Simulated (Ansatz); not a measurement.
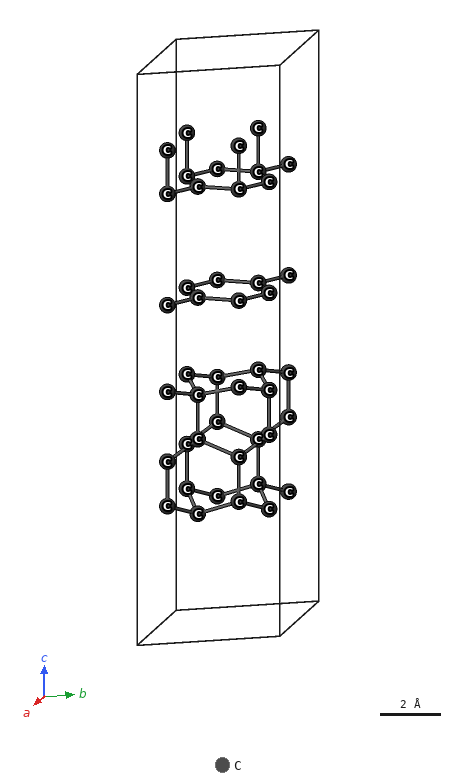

The starting structure (ball-and-stick view of the 2 × 2 repeat of the cell, with the vacuum cut short, seen slightly off an axis). An atom can appear more than once, as a periodic image. Near neighbours in the periodic cell (some may lie outside the picture): C has 3 C at 1.44 to 1.53 Å; C has 4 C at 1.44 to 1.56 Å; C has 1 C at 1.52 Å.

# Run report: C, geometry relaxation (part 1 of 3)

C (slab, 11 atoms in the cell), computed with DFT PBEsol, scalar-relativistic, plane waves, PAW, spin-polarised (Ansatz 0.2.0).

The structure derives from an entry of the Crystallography Open Database. The input holds or restrains some coordinates. Forces given for the steps count only the free coordinates. It belongs to a series of runs on one base structure; here: C put at a top C site. Figures and captions count atoms from 1; the log counts them from 0 in places.

The program's output
```
Engine: ansatz 0.2.0, x86_64-unknown-linux-gnu
Pseudopotentials: kind: paw
Pseudopotential: C, paw, valence charge 4, recommended cutoff 420 eV (normal), C.paw.azcp
Functional definition: PBEsol
  exchange = pbesol_x
  correlation = pbesol_c
Crystal: 11 atoms, lattice volume = 150.569 Å³
Basis set: ecut = 420 eV, 2883 PW (Γ), exchange–correlation on 36×36×384 points (8 copies of the dense FFT grid, shifted against one another)
Bands: 34, of which v1, the nominal top of the filled ones, is band 22 counted from 1 (21 counted from 0)
Symmetry: 6 space group operations
k-points: 19 of 144 (time reversal used)
Non-local potential: C, projectors of the file, l = 0: 2, l = 1: 2, l = 2: 1
PAW form: soft (Blöchl's): semilocal exchange-correlation on the pseudo side does not see the compensation charge
PAW frozen core: C, regenerated for the run's functional, and the local potential with it (the file was generated under x = pbe(κ = 0.804, μ = 0.2195149727645171), c = pbe(β = 0.06672455060314922))
PAW one-centre angular grid: C, 110 points (default); XC on 64 Gauss nodes
Initial density: superposition of atomic densities (neutral atoms: chi_scale 0, normalization atom)
Starting moments: Σ|m| = 2 μB on 1 of 11 sites
Initial wavefunctions: pseudopotential atomic-orbital guess
Functional: x = pbesol(κ = 0.804, μ = 0.12345679012345678), c = pbesol(β = 0.046)
SCF iter   1: F=—  HF=-2705.818112 eV  |F-HF|=—  |Δ(HF+E_count)|=         —  Δρ=5.46e-2 (↑5.46e-2 ↓4.74e-2)  dr2=4.19e1  dr2_m=6.96e-1  M=0.444 μB ∫|m|=0.627 μB  β_m=0.30  ethr=3.10e-3  p=-0.000 e·Å  D=-1.43e-8 V/Å  ΔV_dip=0.00 eV  dr2_dipole=2.84e1  V_vac-E_F(+/−)=8.00/8.00 eV  ⟨swp⟩=8.2  Hψ=7461  notcnv=0  defer=43
efield: sawtooth ramp at fractional position 0.0180 (placed from the atoms, in the widest stretch of the axis that holds none; the zero of the levels goes with the place), width 0.0400; the density the first Hamiltonian is built on has a dipole p = -0.000 e·Å; the dipole correction subtracts the counter field D = -1.43e-8 V/Å, which shifts the + side's vacuum level by +0.00 eV against the − side's; the planar-averaged density in the ramp window peaks in size at 3.9e-8 e/Å³
preconditioner: auto → LDOS  [metal: Δε(μ)=0.027 eV  Ē_g=15.573 eV  σ=0.050 eV  W_gap=0.29  n_scr=18 (ndim 8)  ℏωp=20.1 eV  f_vac=0.418  D(μ)=7.02/eV (n_scr^D=30)]
spin=Collinear: LDOS preconditioning applied to the charge; magnetization (m = ρ↑ − ρ↓) channel mixes plain (no charge-response kernel on spin).
SCF iter   2: F=—  HF=-2703.867870 eV  |F-HF|=—  |Δ(HF+E_count)|=    1.95e0  Δρ=3.49e-2 (↑3.40e-2 ↓3.49e-2)  dr2=6.00e0  dr2_m=4.68e-1  M=0.277 μB ∫|m|=0.484 μB  β_m=0.30  ethr=3.10e-3  p=0.034 e·Å  D=4.12e-2 V/Å  ΔV_dip=-1.15 eV  dr2_dipole=3.55e-1  V_vac-E_F(+/−)=6.69/7.84 eV  ⟨swp⟩=2.7  Hψ=2628  notcnv=0  defer=229  κ⁻¹=1.0e0(r=1)
SCF iter   3: F=—  HF=-2703.176075 eV  |F-HF|=—  |Δ(HF+E_count)|=   6.92e-1  Δρ=2.30e-2 (↑2.21e-2 ↓2.30e-2)  dr2=2.00e0  dr2_m=2.67e-1  M=0.251 μB ∫|m|=0.409 μB  β_m=0.30  ethr=3.10e-3  p=0.022 e·Å  D=2.64e-2 V/Å  ΔV_dip=-0.74 eV  dr2_dipole=3.16e-1  V_vac-E_F(+/−)=6.69/7.42 eV  ⟨swp⟩=3.2  Hψ=2589  notcnv=0  defer=245  κ⁻¹=7.8e-2(r=2)
SCF iter   4: F=—  HF=-2703.077947 eV  |F-HF|=—  |Δ(HF+E_count)|=   9.81e-2  Δρ=1.75e-2 (↑1.75e-2 ↓1.68e-2)  dr2=1.94e0  dr2_m=1.69e-1  M=0.193 μB ∫|m|=0.330 μB  β_m=0.30  ethr=3.10e-3  p=0.009 e·Å  D=1.09e-2 V/Å  ΔV_dip=-0.30 eV  dr2_dipole=5.06e-1  V_vac-E_F(+/−)=6.91/7.21 eV  ⟨swp⟩=2.1  Hψ=1173  notcnv=0  defer=244  κ⁻¹=1.0e-2(r=3)
SCF iter   5: F=—  HF=-2702.938765 eV  |F-HF|=—  |Δ(HF+E_count)|=   1.39e-1  Δρ=9.45e-3 (↑9.43e-3 ↓9.45e-3)  dr2=4.82e-1  dr2_m=9.76e-2  M=0.171 μB ∫|m|=0.289 μB  β_m=0.30  ethr=3.10e-3  p=0.001 e·Å  D=1.69e-3 V/Å  ΔV_dip=-0.05 eV  dr2_dipole=9.70e-2  V_vac-E_F(+/−)=6.81/6.85 eV  ⟨swp⟩=3.2  Hψ=2584  notcnv=0  defer=232  κ⁻¹=1.1e-3(r=4)
SCF iter   6: F=—  HF=-2702.972974 eV  |F-HF|=—  |Δ(HF+E_count)|=   3.42e-2  Δρ=7.05e-3 (↑5.24e-3 ↓7.05e-3)  dr2=2.25e-1  dr2_m=4.50e-2  M=0.219 μB ∫|m|=0.274 μB  β_m=0.30  ethr=1.10e-3  p=0.004 e·Å  D=5.30e-3 V/Å  ΔV_dip=-0.15 eV  dr2_dipole=1.40e-1  V_vac-E_F(+/−)=6.55/6.70 eV  ⟨swp⟩=1.5  Hψ=1079  notcnv=0  defer=232  κ⁻¹=1.5e-4(r=5)
SCF iter   7: F=—  HF=-2702.991834 eV  |F-HF|=—  |Δ(HF+E_count)|=   1.89e-2  Δρ=6.27e-3 (↑6.27e-3 ↓4.75e-3)  dr2=4.38e-1  dr2_m=3.71e-2  M=0.146 μB ∫|m|=0.221 μB  β_m=0.30  ethr=5.12e-4  p=-0.007 e·Å  D=-7.99e-3 V/Å  ΔV_dip=0.22 eV  dr2_dipole=3.40e-1  V_vac-E_F(+/−)=6.49/6.26 eV  ⟨swp⟩=2.8  Hψ=2141  notcnv=0  defer=247  κ⁻¹=3.7e-5(r=6)
SCF iter   8: F=—  HF=-2703.020443 eV  |F-HF|=—  |Δ(HF+E_count)|=   2.86e-2  Δρ=5.39e-3 (↑3.46e-3 ↓5.39e-3)  dr2=1.19e0  dr2_m=1.98e-2  M=0.164 μB ∫|m|=0.196 μB  β_m=0.57  ethr=5.12e-4  p=-0.003 e·Å  D=-3.31e-3 V/Å  ΔV_dip=0.09 eV  dr2_dipole=1.10e0  V_vac-E_F(+/−)=6.39/6.30 eV  ⟨swp⟩=2.1  Hψ=1167  notcnv=0  defer=247
Mixer restart at iter 8: flushing history
spin-set hold released at iteration 8 (site moments contracting): the magnetisation degrees of freedom join the quasi-Newton model from the next iteration; the mixer history was flushed
SCF iter   9: F=—  HF=-2703.038791 eV  |F-HF|=—  |Δ(HF+E_count)|=   1.83e-2  Δρ=5.50e-3 (↑5.50e-3 ↓2.03e-3)  dr2=1.24e0  dr2_m=1.34e-2  M=0.075 μB ∫|m|=0.133 μB  β_m=0.25  ethr=5.12e-4  p=-0.018 e·Å  D=-2.22e-2 V/Å  ΔV_dip=0.62 eV  dr2_dipole=8.76e-1  V_vac-E_F(+/−)=6.76/6.14 eV  ⟨swp⟩=1.9  Hψ=1718  notcnv=0  defer=247
density mixer auto → msr1: a metal under ldos (density of states about μ 0.95 of a free-electron gas's, 18 screened modes)
SCF iter  10: F=—  HF=-2703.023741 eV  |F-HF|=—  |Δ(HF+E_count)|=   1.51e-2  Δρ=4.31e-3 (↑4.31e-3 ↓3.42e-3)  dr2=5.22e-2  dr2_m=2.02e-2  M=0.025 μB ∫|m|=0.106 μB  β_m=0.18  ethr=5.12e-4  p=-0.011 e·Å  D=-1.35e-2 V/Å  ΔV_dip=0.38 eV  dr2_dipole=3.96e-2  V_vac-E_F(+/−)=6.55/6.17 eV  ⟨swp⟩=1.3  Hψ=1104  notcnv=0  defer=247
SCF iter  11: F=—  HF=-2703.028905 eV  |F-HF|=—  |Δ(HF+E_count)|=   5.16e-3  Δρ=3.21e-3 (↑3.21e-3 ↓2.80e-3)  dr2=1.30e-2  dr2_m=1.23e-2  M=0.035 μB ∫|m|=0.106 μB  β_m=0.40  ethr=1.19e-4  p=-0.010 e·Å  D=-1.22e-2 V/Å  ΔV_dip=0.34 eV  dr2_dipole=5.81e-3  V_vac-E_F(+/−)=6.51/6.17 eV  ⟨swp⟩=1.5  Hψ=1715  notcnv=0  defer=242
SCF iter  12: F=—  HF=-2703.038403 eV  |F-HF|=—  |Δ(HF+E_count)|=   9.50e-3  Δρ=1.38e-3 (↑1.38e-3 ↓1.22e-3)  dr2=3.74e-3  dr2_m=2.27e-3  M=0.038 μB ∫|m|=0.105 μB  β_m=0.68  ethr=2.95e-5  p=-0.010 e·Å  D=-1.18e-2 V/Å  ΔV_dip=0.33 eV  dr2_dipole=1.32e-3  V_vac-E_F(+/−)=6.46/6.13 eV  ⟨swp⟩=2.0  Hψ=1645  notcnv=0  defer=242
SCF iter  13: F=—  HF=-2703.041818 eV  |F-HF|=—  |Δ(HF+E_count)|=   3.41e-3  Δρ=1.46e-3 (↑1.46e-3 ↓9.89e-4)  dr2=2.07e-2  dr2_m=1.97e-3  M=0.021 μB ∫|m|=0.178 μB  β_m=0.84  ethr=8.51e-6  p=-0.009 e·Å  D=-1.08e-2 V/Å  ΔV_dip=0.30 eV  dr2_dipole=2.01e-2  V_vac-E_F(+/−)=6.40/6.10 eV  ⟨swp⟩=2.2  Hψ=1946  notcnv=0  defer=242  recentre
SCF iter  14: F=-2703.045116 eV  HF=-2703.042641 eV  |F-HF|=2.48e-3  |Δ(HF+E_count)|=   8.23e-4  Δρ=1.60e-3 (↑1.54e-3 ↓1.60e-3)  dr2=5.35e-4  dr2_m=3.37e-3  M=0.027 μB ∫|m|=0.228 μB  β_m=0.92  ethr=8.51e-6  p=-0.010 e·Å  D=-1.18e-2 V/Å  ΔV_dip=0.33 eV  dr2_dipole=3.50e-4  V_vac-E_F(+/−)=6.42/6.09 eV  ⟨swp⟩=1.1  Hψ=1306  notcnv=0  defer=241
SCF iter  15: F=-2703.044176 eV  HF=-2703.050314 eV  |F-HF|=6.14e-3  |Δ(HF+E_count)|=   7.67e-3  Δρ=3.49e-3 (↑3.49e-3 ↓2.89e-3)  dr2=1.22e-2  dr2_m=1.40e-2  M=0.003 μB ∫|m|=0.426 μB  β_m=0.36  ethr=1.22e-6  p=-0.010 e·Å  D=-1.20e-2 V/Å  ΔV_dip=0.33 eV  dr2_dipole=8.16e-3  V_vac-E_F(+/−)=6.41/6.08 eV  ⟨swp⟩=2.7  Hψ=1898  notcnv=0  defer=241  recentre
SCF iter  16: F=-2703.055618 eV  HF=-2703.052157 eV  |F-HF|=3.46e-3  |Δ(HF+E_count)|=   1.84e-3  Δρ=3.69e-3 (↑3.69e-3 ↓3.22e-3)  dr2=8.23e-3  dr2_m=1.64e-2  M=-0.002 μB ∫|m|=0.458 μB  β_m=0.31  ethr=1.22e-6  p=-0.010 e·Å  D=-1.22e-2 V/Å  ΔV_dip=0.34 eV  dr2_dipole=4.93e-3  V_vac-E_F(+/−)=6.41/6.07 eV  ⟨swp⟩=1.6  Hψ=1071  notcnv=0  defer=241
SCF iter  17: F=-2703.100949 eV  HF=-2703.088986 eV  |F-HF|=1.20e-2  |Δ(HF+E_count)|=   3.68e-2  Δρ=6.29e-3 (↑6.29e-3 ↓5.48e-3)  dr2=2.40e-2  dr2_m=4.77e-2  M=-0.020 μB ∫|m|=0.821 μB  β_m=0.35  ethr=1.22e-6  p=-0.011 e·Å  D=-1.31e-2 V/Å  ΔV_dip=0.37 eV  dr2_dipole=1.28e-2  V_vac-E_F(+/−)=6.42/6.05 eV  ⟨swp⟩=3.1  Hψ=2407  notcnv=0  defer=241
SCF iter  18: F=-2703.253761 eV  HF=-2703.190892 eV  |F-HF|=6.29e-2  |Δ(HF+E_count)|=   1.02e-1  Δρ=7.05e-3 (↑7.05e-3 ↓6.93e-3)  dr2=5.96e-3  dr2_m=6.69e-2  M=0.013 μB ∫|m|=1.267 μB  β_m=0.92  ethr=1.22e-6  p=-0.013 e·Å  D=-1.57e-2 V/Å  ΔV_dip=0.44 eV  dr2_dipole=9.12e-5  V_vac-E_F(+/−)=6.43/5.99 eV  ⟨swp⟩=3.8  Hψ=3070  notcnv=0  defer=244
SCF iter  19: F=-2703.027427 eV  HF=-2703.051319 eV  |F-HF|=2.39e-2  |Δ(HF+E_count)|=   1.40e-1  Δρ=3.71e-3 (↑3.71e-3 ↓2.98e-3)  dr2=2.32e-2  dr2_m=1.53e-2  M=-0.002 μB ∫|m|=0.443 μB  β_m=0.92  ethr=1.22e-6  p=-0.010 e·Å  D=-1.24e-2 V/Å  ΔV_dip=0.34 eV  dr2_dipole=1.65e-2  V_vac-E_F(+/−)=6.41/6.07 eV  ⟨swp⟩=4.7  Hψ=3655  notcnv=0  defer=254  recentre
SCF iter  20: F=-2703.037060 eV  HF=-2703.077967 eV  |F-HF|=4.09e-2  |Δ(HF+E_count)|=   2.66e-2  Δρ=6.30e-3 (↑6.30e-3 ↓4.71e-3)  dr2=6.16e-2  dr2_m=4.17e-2  M=-0.018 μB ∫|m|=0.740 μB  β_m=0.42  ethr=1.22e-6  p=-0.011 e·Å  D=-1.34e-2 V/Å  ΔV_dip=0.37 eV  dr2_dipole=2.30e-2  V_vac-E_F(+/−)=6.41/6.04 eV  ⟨swp⟩=3.0  Hψ=2395  notcnv=0  defer=251  recentre
SCF iter  21: F=-2703.331387 eV  HF=-2703.344986 eV  |F-HF|=1.36e-2  |Δ(HF+E_count)|=   2.67e-1  Δρ=3.30e-3 (↑2.97e-3 ↓3.30e-3)  dr2=2.17e-2  dr2_m=1.19e-2  M=0.040 μB ∫|m|=1.704 μB  β_m=0.72  ethr=1.22e-6  p=-0.017 e·Å  D=-2.03e-2 V/Å  ΔV_dip=0.57 eV  dr2_dipole=7.30e-3  V_vac-E_F(+/−)=6.42/5.86 eV  ⟨swp⟩=5.0  Hψ=3906  notcnv=0  defer=251
SCF iter  22: F=-2703.160617 eV  HF=-2703.130304 eV  |F-HF|=3.03e-2  |Δ(HF+E_count)|=   2.15e-1  Δρ=7.22e-3 (↑6.55e-3 ↓7.22e-3)  dr2=1.94e-2  dr2_m=6.51e-2  M=-0.013 μB ∫|m|=1.035 μB  β_m=0.72  ethr=1.22e-6  p=-0.014 e·Å  D=-1.67e-2 V/Å  ΔV_dip=0.47 eV  dr2_dipole=1.61e-2  V_vac-E_F(+/−)=6.41/5.95 eV  ⟨swp⟩=5.0  Hψ=4299  notcnv=0  defer=253  recentre
SCF iter  23: F=-2703.323964 eV  HF=-2703.310723 eV  |F-HF|=1.32e-2  |Δ(HF+E_count)|=   1.80e-1  Δρ=4.74e-3 (↑4.08e-3 ↓4.74e-3)  dr2=1.31e-2  dr2_m=2.60e-2  M=0.029 μB ∫|m|=1.586 μB  β_m=0.72  ethr=1.22e-6  p=-0.021 e·Å  D=-2.58e-2 V/Å  ΔV_dip=0.72 eV  dr2_dipole=2.55e-3  V_vac-E_F(+/−)=6.41/5.69 eV  ⟨swp⟩=4.6  Hψ=3566  notcnv=0  defer=255  recentre
SCF iter  24: F=-2702.114883 eV  HF=-2703.422612 eV  |F-HF|=1.31e0  |Δ(HF+E_count)|=   1.12e-1  Δρ=4.33e-3 (↑3.85e-3 ↓4.33e-3)  dr2=1.30e0  dr2_m=1.96e-3  M=-0.042 μB ∫|m|=1.626 μB  β_m=0.40  ethr=1.22e-6  p=-0.016 e·Å  D=-1.90e-2 V/Å  ΔV_dip=0.53 eV  dr2_dipole=3.61e-2  V_vac-E_F(+/−)=6.53/6.00 eV  ⟨swp⟩=4.4  Hψ=4003  notcnv=0  defer=258  recentre
SCF iter  25: F=-2703.342200 eV  HF=-2703.351141 eV  |F-HF|=8.94e-3  |Δ(HF+E_count)|=   7.15e-2  Δρ=2.18e-3 (↑2.15e-3 ↓2.18e-3)  dr2=1.43e-2  dr2_m=5.70e-3  M=0.035 μB ∫|m|=1.714 μB  β_m=0.36  ethr=1.22e-6  p=-0.029 e·Å  D=-3.50e-2 V/Å  ΔV_dip=0.97 eV  dr2_dipole=1.79e-3  V_vac-E_F(+/−)=6.44/5.47 eV  ⟨swp⟩=4.3  Hψ=3324  notcnv=0  defer=258
SCF iter  26: F=-2703.350821 eV  HF=-2703.357102 eV  |F-HF|=6.28e-3  |Δ(HF+E_count)|=   5.96e-3  Δρ=9.84e-4 (↑9.78e-4 ↓9.84e-4)  dr2=6.31e-3  dr2_m=1.04e-3  M=0.037 μB ∫|m|=1.787 μB  β_m=0.54  ethr=1.22e-6  p=-0.035 e·Å  D=-4.15e-2 V/Å  ΔV_dip=1.15 eV  dr2_dipole=1.49e-3  V_vac-E_F(+/−)=6.42/5.27 eV  ⟨swp⟩=3.3  Hψ=3083  notcnv=0  defer=250
SCF iter  27: F=-2703.355185 eV  HF=-2703.357581 eV  |F-HF|=2.40e-3  |Δ(HF+E_count)|=   4.79e-4  Δρ=3.70e-4 (↑3.70e-4 ↓2.26e-4)  dr2=1.93e-3  dr2_m=8.62e-5  M=0.032 μB ∫|m|=1.774 μB  β_m=0.50  ethr=1.22e-6  p=-0.032 e·Å  D=-3.86e-2 V/Å  ΔV_dip=1.07 eV  dr2_dipole=6.20e-4  V_vac-E_F(+/−)=6.41/5.34 eV  ⟨swp⟩=2.8  Hψ=2050  notcnv=0  defer=250
SCF iter  28: F=-2703.357155 eV  HF=-2703.357422 eV  |F-HF|=2.67e-4  |Δ(HF+E_count)|=   1.59e-4  Δρ=1.26e-4 (↑1.26e-4 ↓8.27e-5)  dr2=1.93e-4  dr2_m=1.06e-5  M=0.029 μB ∫|m|=1.778 μB  β_m=0.57  ethr=1.22e-6  p=-0.031 e·Å  D=-3.70e-2 V/Å  ΔV_dip=1.03 eV  dr2_dipole=1.00e-4  V_vac-E_F(+/−)=6.41/5.37 eV  ⟨swp⟩=2.1  Hψ=1691  notcnv=0  defer=250
SCF iter  29: F=-2703.357295 eV  HF=-2703.357377 eV  |F-HF|=8.19e-5  |Δ(HF+E_count)|=   4.46e-5  Δρ=1.70e-4 (↑1.39e-4 ↓1.70e-4)  dr2=8.31e-5  dr2_m=2.94e-5  M=0.026 μB ∫|m|=1.785 μB  β_m=0.54  ethr=4.39e-7  p=-0.030 e·Å  D=-3.57e-2 V/Å  ΔV_dip=0.99 eV  dr2_dipole=3.90e-5  V_vac-E_F(+/−)=6.40/5.41 eV  ⟨swp⟩=2.0  Hψ=1789  notcnv=0  defer=250
SCF iter  30: F=-2703.357404 eV  HF=-2703.357416 eV  |F-HF|=1.27e-5  |Δ(HF+E_count)|=   3.89e-5  Δρ=5.32e-5 (↑3.98e-5 ↓5.32e-5)  dr2=1.33e-5  dr2_m=2.57e-6  M=0.026 μB ∫|m|=1.780 μB  β_m=0.50  ethr=5.11e-8  p=-0.030 e·Å  D=-3.57e-2 V/Å  ΔV_dip=1.00 eV  dr2_dipole=3.00e-6  V_vac-E_F(+/−)=6.41/5.41 eV  ⟨swp⟩=26.6  Hψ=16886  notcnv=0
SCF iter  31: F=-2703.357419 eV  HF=-2703.357419 eV  |F-HF|=3.05e-7  |Δ(HF+E_count)|=   2.34e-6  Δρ=2.83e-5 (↑2.74e-5 ↓2.83e-5)  dr2=9.02e-7  dr2_m=1.02e-6  M=0.025 μB ∫|m|=1.778 μB  β_m=0.59  ethr=3.02e-8  p=-0.030 e·Å  D=-3.58e-2 V/Å  ΔV_dip=1.00 eV  dr2_dipole=9.41e-9  V_vac-E_F(+/−)=6.41/5.41 eV  ⟨swp⟩=16.6  Hψ=11926  notcnv=0
SCF iter  32: F=-2703.357411 eV  HF=-2703.357421 eV  |F-HF|=9.30e-6  |Δ(HF+E_count)|=   1.95e-6  Δρ=2.51e-5 (↑2.07e-5 ↓2.51e-5)  dr2=6.79e-6  dr2_m=5.65e-7  M=0.024 μB ∫|m|=1.777 μB  β_m=0.59  ethr=2.05e-9  p=-0.030 e·Å  D=-3.57e-2 V/Å  ΔV_dip=0.99 eV  dr2_dipole=3.32e-6  V_vac-E_F(+/−)=6.41/5.41 eV  ⟨swp⟩=14.4  Hψ=11025  notcnv=0
SCF iter  33: F=-2703.357406 eV  HF=-2703.357422 eV  |F-HF|=1.64e-5  |Δ(HF+E_count)|=   1.69e-6  Δρ=2.00e-5 (↑2.00e-5 ↓1.99e-5)  dr2=1.41e-5  dr2_m=3.14e-7  M=0.022 μB ∫|m|=1.775 μB  ethr=2.05e-9  p=-0.030 e·Å  D=-3.60e-2 V/Å  ΔV_dip=1.00 eV  dr2_dipole=3.02e-6  V_vac-E_F(+/−)=6.41/5.40 eV  ⟨swp⟩=15.3  Hψ=11319  notcnv=0
at 5 of the mixer's solves, the last at iteration 20, it left a direction of its history that read negative out of its fit and stepped the other way along it
SCF 1 converged in 33 iterations: F = -2703.357406 eV  dr2 = 1.41e-5
  greatest PAW one-centre occupation: 0.768 electrons in one spin orbital (limit 2), on the C atom at site 10 (counted from 0), in its partial waves of l = 0
relax step   1: F+E_penalty+E_count = -2703.35740587 eV  Δ(F+E_penalty+E_count) = +0.000e0 eV  max|allowed force component| = 2.604e0 eV/Å  Δτ_max = 0.0000 Å  (33 SCF iters, dr2 threshold 2.25e-5 eV, accepted)
Initial density: handed on by an earlier stage of this run
Starting moments: Σ|m| = 2 μB on 1 of 11 sites; this step starts from the density that it was given
Initial wavefunctions: those handed on with the density
iter 1 solved again at ethr=1.71e-3 eV; its pass at ethr=3.10e-3 eV (dr2=7.51e-1 eV) is discarded
```
